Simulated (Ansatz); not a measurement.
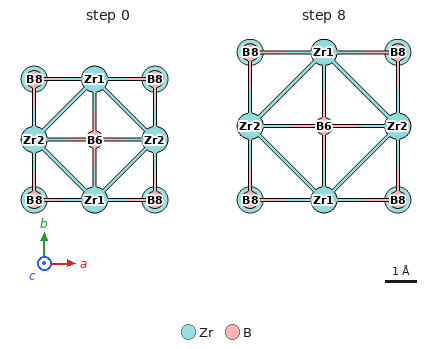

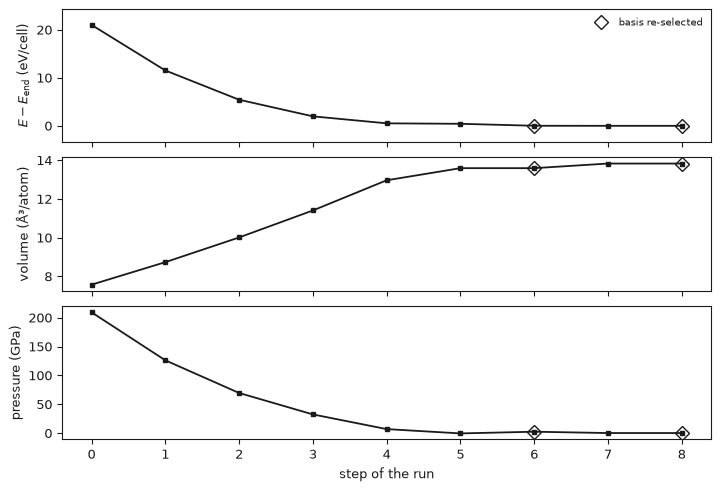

First and last geometry of a relaxation of solid Zr$_{3}$B$_{5}$ (a generated structure, set up in Pm-3m) (coarse preliminary run), with the history of the run. The picture is a ball-and-stick view of the cell of the calculation, seen along the c axis.

Computed with DFT PBE, scalar-relativistic, plane waves, PAW in Ansatz 0.2.0. Settings: plane-wave cutoff 420 eV; k-point mesh 4 × 4 × 4; occupations gaussian; smearing width 0.1 eV; no spin polarisation; cell and atoms relaxed; force threshold 0.04 eV/Å; at most 70 steps.

Q: Read the history and describe the run.

A: It converged. No atom moves by more than 0.005 Å relative to the cell. The volume changes by +82.6 %, with a = b = c 3.928 → 4.801 Å (+22.2 %). Some distances before and after: Zr–Zr 2.778 → 3.395 Å, B–Zr 1.964 → 2.401 Å, B–B 1.964 → 2.401 Å. The space group stays Pm-3m (No. 221). Over 6 accepted moves (8 points after the start) the energy falls by 21.021 eV per cell of the calculation. All forces vanish by symmetry, so only the cell relaxes. The pressure goes from 209.41 to 0.30 GPa. At 2 points the geometry stayed and the basis and grid were re-selected for the new cell (energy shift of 0.407 eV per cell of the calculation at most each time).

| step | E − E(0), meV/atom | pressure, GPa | volume, Å³/atom | note |
| --- | --- | --- | --- | --- |
| 0 | 0.00 | 209.41 | 7.576 |  |
| 1 | -1186.09 | 126.27 | 8.739 |  |
| 2 | -1947.89 | 69.69 | 10.015 |  |
| 3 | -2380.34 | 32.56 | 11.409 |  |
| 4 | -2562.39 | 7.12 | 12.969 |  |
| 5 | -2574.55 | -0.34 | 13.595 |  |
| 6 | -2625.47 | 2.60 | 13.595 | same geometry, new basis |
| 7 | -2627.45 | 0.30 | 13.833 |  |
| 8 | -2627.62 | 0.30 | 13.833 | same geometry, new basis |

Limits of the set-up: the k-point mesh is coarse for a cell with partly filled bands.
